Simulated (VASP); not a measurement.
**Geometry relaxation of TaN (part 2 of 3)**

TaN (4 atoms in the cell); Kohn-Sham DFT of a periodic cell, vdW-DF, VASP PAW PBE potentials, recommended, no spin polarisation (VASP 6.6.1); cutoff 600 eV, 10×10×5 k-mesh, fermi-dirac of 0.05 eV. The structure derives from a Materials Project entry.

Geometry of the input (Å; fractional positions):
```
2.9218  0.0000  0.0000
-1.4609  2.5303  0.0000
0.0000  0.0000  5.9165
Ta 0.0000  0.0000  0.5000
Ta 0.0000  0.0000  0.0000
N  0.3333  0.6667  0.2500
N  0.6667  0.3333  0.7500
```

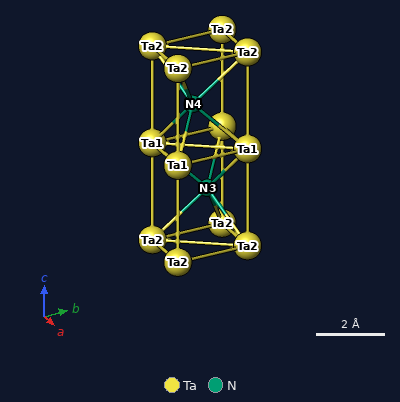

Figure 1. The input geometry (ball-and-stick view of the cell of the calculation, seen slightly off an axis; atoms are numbered from 1 in the order of the input).

### Parts of OUTCAR, continued
```
   k-points           NKPTS =     42   k-points in BZ     NKDIM =     42   number of bands    NBANDS=     20
   number of dos      NEDOS =    301   number of ions     NIONS =      4
   total plane-waves  NPLWV =  27648
   dimension x,y,z NGX =    24 NGY =   24 NGZ =   48
   dimension x,y,z NGXF=    48 NGYF=   48 NGZF=   96
   ions per type =               2   2
   NGX,Y,Z   is equivalent  to a cutoff of  13.66, 13.66, 13.49 a.u.
   NGXF,Y,Z  is equivalent  to a cutoff of  27.31, 27.31, 26.97 a.u.
 SYSTEM =  unknown system
   PREC   = accura    normal or accurate (medium, high low for compatibility)
   ISTART =      0    job   : 0-new  1-cont  2-samecut
   ICHARG =      2    charge: 1-file 2-atom 10-const
   ISPIN  =      1    spin polarized calculation?
   LNONCOLLINEAR =      F non collinear calculations
   LSORBIT =      F    spin-orbit coupling
   LASPH  =      T    aspherical Exc in radial PAW
   ENCUT  =  600.0 eV  44.10 Ry    6.64 a.u.   5.84  5.84 11.82*2*pi/ulx,y,z
   NELM   =    100;   NELMIN=  2; NELMDL= -5     # of ELM steps
   EDIFF  = 0.1E-05   stopping-criterion for ELM
   LREAL  =      F    real-space projection
   EDIFFG = -.2E-01   stopping-criterion for IOM
   NSW    =     60    number of steps for IOM
   IBRION =      2    ionic relax: 0-MD 1-quasi-New 2-CG
   NFREE  =      1    steps in history (QN), initial steepest desc. (CG)
   ISIF   =      3    stress and relaxation
   ISYM   =      2    0-nonsym 1-usesym 2-fastsym
   POTIM  = 0.5000    time-step for ionic-motion
   TEBEG  =    0.0;   TEEND  =   0.0 temperature during run
   PSTRESS=    0.0 pullay stress
   NELECT =      32.0000    total number of electrons
   NUPDOWN=      -1.0000    fix difference up-down
   EMIN   =  10.00;   EMAX   =-10.00  energy-range for DOS
   EFERMI =   0.00;   METHOD = LEGACY
   ISMEAR =    -1;   SIGMA  =   0.05  broadening in eV -4-tet -1-fermi 0-gaus
   EFERMI_NEDOS =   21; number of points for ismear=-14 and -15
   IALGO  =     68    algorithm
   IMIX   =      4    mixing-type and parameters
     AMIX     =   0.40;   BMIX     =  1.00
     AMIX_MAG =   1.60;   BMIX_MAG =  1.00
  volume/ion in A,a.u.               =      10.94        73.79
  Fermi-wavevector in a.u.,A,eV,Ry     =   1.475124  2.787581 29.606163  2.175992
  Thomas-Fermi vector in A             =   2.589812
   LORBIT       =      0    0 simple, 1 ext, 2 COOP (PROOUT), +10 PAW based schemes
   GGA     = RE    functional components
   LHFCALC =     F    Hartree Fock is set to
   AEXX    =    0.0000 exact exchange contribution
   IVDW_NL    =     1    kernel type
   BPARAM     = 6.3000
   IVDW    =     0    specifies the selected vdW correction
   LEPSILON=     F    determine dielectric tensor
   LRPA    =     F    only Hartree local field effects (RPA)
 conjugate gradient relaxation of ions
 non-spin polarized calculation
 RMM-DIIS sequential band-by-band and
  energy-cutoff  :      600.00
  volume of cell :       43.74
 maximum number of plane-waves:      1476
 NGX is ok and might be reduce to    24
   NGX = 11   NGY = 11   NGZ = 23

--------------------------------------- Ionic step        1  -------------------------------------------

 number of electron      32.0000005 magnetization

 Free energy of the ion-electron system (eV)
  ---------------------------------------------------
  ext. energy  EPLUGINS =         0.00000000
  ---------------------------------------------------
  free energy    TOTEN  =       -32.99423524 eV

  energy without entropy =      -32.98393528  energy(sigma->0) =      -32.98908526

------------------------ aborting loop because EDIFF is reached ----------------------------------------

  FORCE on cell =-STRESS in cart. coord.  units (eV):
  Direction    XX          YY          ZZ          XY          YZ          ZX
  --------------------------------------------------------------------------------------
  -------------------------------------------------------------------------------------
  Total        2.2927506      2.2927506      2.7682872     -0.0000000     -0.0000000      0.0000000
  in kB       83.9805564     83.9805564    101.3988636     -0.0000000     -0.0000000      0.0000000
  external PRESSURE =      89.7866588 kB  Pullay stress =       0.0000000 kB

 VOLUME and BASIS-vectors are now :
 -----------------------------------------------------------------------------
  energy-cutoff  :      600.00
  volume of cell :       43.74
      direct lattice vectors                 reciprocal lattice vectors
     2.921769981  0.000000000  0.000000000     0.342258291  0.197602916  0.000000000
    -1.460884991  2.530327027  0.000000000     0.000000000  0.395205833  0.000000000
     0.000000000  0.000000000  5.916515000     0.000000000  0.000000000  0.169018417

 POSITION                                       TOTAL-FORCE (eV/Angst)
 -----------------------------------------------------------------------------------
      0.00000      0.00000      2.95826         0.000000      0.000000     -0.000000
      0.00000      0.00000      0.00000         0.000000      0.000000     -0.000000
     -0.00000      1.68688      1.47913        -0.000000     -0.000000     -0.000000
      1.46088      0.84344      4.43739         0.000000     -0.000000      0.000000
 -----------------------------------------------------------------------------------
    total drift:                               -0.000000      0.000000      0.000000

  FREE ENERGIE OF THE ION-ELECTRON SYSTEM (eV)
  ---------------------------------------------------
  free  energy   TOTEN  =       -32.9942352385 eV

  energy  without entropy=      -32.9839352832  energy(sigma->0) =      -32.98908526

Total vdW correction in eV:      3.8310398

--------------------------------------- Ionic step        2  -------------------------------------------

 number of electron      32.0000001 magnetization

------------------------ aborting loop because EDIFF is reached ----------------------------------------

  FORCE on cell =-STRESS in cart. coord.  units (eV):
  Direction    XX          YY          ZZ          XY          YZ          ZX
  --------------------------------------------------------------------------------------
  -------------------------------------------------------------------------------------
  Total       -4.3242895     -4.3242895     -5.6263774      0.0000000      0.0000000      0.0000000
  in kB     -145.1380636   -145.1380636   -188.8406222      0.0000000      0.0000000      0.0000000
  external PRESSURE =    -159.7055832 kB  Pullay stress =       0.0000000 kB

 VOLUME and BASIS-vectors are now :
 -----------------------------------------------------------------------------
  energy-cutoff  :      600.00
  volume of cell :       47.74
      direct lattice vectors                 reciprocal lattice vectors
     3.002563037 -0.000000000  0.000000000     0.333048795  0.192285811  0.000000000
    -1.501281519  2.600295867  0.000000000     0.000000000  0.384571622  0.000000000
     0.000000000 -0.000000000  6.114051941    -0.000000000 -0.000000000  0.163557655

 POSITION                                       TOTAL-FORCE (eV/Angst)
 -----------------------------------------------------------------------------------
      0.00000     -0.00000      3.05703        -0.000000     -0.000000     -0.000000
      0.00000     -0.00000      6.11405        -0.000000      0.000000     -0.000000
     -0.00000      1.73353      1.52851         0.000000      0.000000     -0.000000
      1.50128      0.86677      4.58554        -0.000000     -0.000000      0.000000
 -----------------------------------------------------------------------------------
    total drift:                               -0.000000      0.000000      0.000000

  FREE ENERGIE OF THE ION-ELECTRON SYSTEM (eV)
  ---------------------------------------------------
  free  energy   TOTEN  =       -32.8796878488 eV

  energy  without entropy=      -32.8685445872  energy(sigma->0) =      -32.87411622

Total vdW correction in eV:      4.0421394

--------------------------------------- Ionic step        3  -------------------------------------------

 number of electron      32.0000004 magnetization

------------------------ aborting loop because EDIFF is reached ----------------------------------------

  FORCE on cell =-STRESS in cart. coord.  units (eV):
  Direction    XX          YY          ZZ          XY          YZ          ZX
  --------------------------------------------------------------------------------------
  -------------------------------------------------------------------------------------
  Total        0.0018121      0.0018121     -0.1412967     -0.0000000     -0.0000000      0.0000000
  in kB        0.0645399      0.0645399     -5.0323530     -0.0000000     -0.0000000      0.0000000
  external PRESSURE =      -1.6344244 kB  Pullay stress =       0.0000000 kB

 VOLUME and BASIS-vectors are now :
 -----------------------------------------------------------------------------
  energy-cutoff  :      600.00
  volume of cell :       44.99
      direct lattice vectors                 reciprocal lattice vectors
     2.947444631 -0.000000000  0.000000000     0.339276942  0.195881634  0.000000000
    -1.473722315  2.552561926  0.000000000     0.000000000  0.391763267  0.000000000
     0.000000000 -0.000000000  5.979288857    -0.000000000 -0.000000000  0.167243969

 POSITION                                       TOTAL-FORCE (eV/Angst)
 -----------------------------------------------------------------------------------
      0.00000     -0.00000      2.98964        -0.000000      0.000000     -0.000000
      0.00000      0.00000      0.00000        -0.000000      0.000000     -0.000000
     -0.00000      1.70171      1.49482        -0.000000     -0.000000     -0.000000
      1.47372      0.85085      4.48447         0.000000      0.000000      0.000000
 -----------------------------------------------------------------------------------
    total drift:                               -0.000000      0.000000      0.000000

  FREE ENERGIE OF THE ION-ELECTRON SYSTEM (eV)
  ---------------------------------------------------
  free  energy   TOTEN  =       -33.0278724002 eV

  energy  without entropy=      -33.0173109305  energy(sigma->0) =      -33.02259167

Total vdW correction in eV:      3.8990819

--------------------------------------- Ionic step        4  -------------------------------------------

 number of electron      32.0000004 magnetization

------------------------ aborting loop because EDIFF is reached ----------------------------------------

  FORCE on cell =-STRESS in cart. coord.  units (eV):
  Direction    XX          YY          ZZ          XY          YZ          ZX
  --------------------------------------------------------------------------------------
  -------------------------------------------------------------------------------------
  Total        0.0471899      0.0471899     -0.0873778     -0.0000000     -0.0000000      0.0000000
  in kB        1.6816604      1.6816604     -3.1137979     -0.0000000     -0.0000000      0.0000000
  external PRESSURE =       0.0831743 kB  Pullay stress =       0.0000000 kB

 VOLUME and BASIS-vectors are now :
 -----------------------------------------------------------------------------
  energy-cutoff  :      600.00
  volume of cell :       44.96
      direct lattice vectors                 reciprocal lattice vectors
     2.946915026 -0.000000000  0.000000000     0.339337915  0.195916836  0.000000000
    -1.473457513  2.552103275  0.000000000     0.000000000  0.391833673  0.000000000
     0.000000000 -0.000000000  5.977993987    -0.000000000 -0.000000000  0.167280195

 POSITION                                       TOTAL-FORCE (eV/Angst)
 -----------------------------------------------------------------------------------
      0.00000     -0.00000      2.98900         0.000000      0.000000     -0.000000
      0.00000      0.00000      0.00000         0.000000     -0.000000     -0.000000
     -0.00000      1.70140      1.49450         0.000000     -0.000000     -0.000000
      1.47346      0.85070      4.48350        -0.000000      0.000000      0.000000
 -----------------------------------------------------------------------------------
    total drift:                               -0.000000      0.000000      0.000000

  FREE ENERGIE OF THE ION-ELECTRON SYSTEM (eV)
  ---------------------------------------------------
  free  energy   TOTEN  =       -33.0278850888 eV

  energy  without entropy=      -33.0173276097  energy(sigma->0) =      -33.02260635

Total vdW correction in eV:      3.8974928

--------------------------------------- Ionic step        5  -------------------------------------------

 number of electron      32.0000004 magnetization

------------------------ aborting loop because EDIFF is reached ----------------------------------------
```
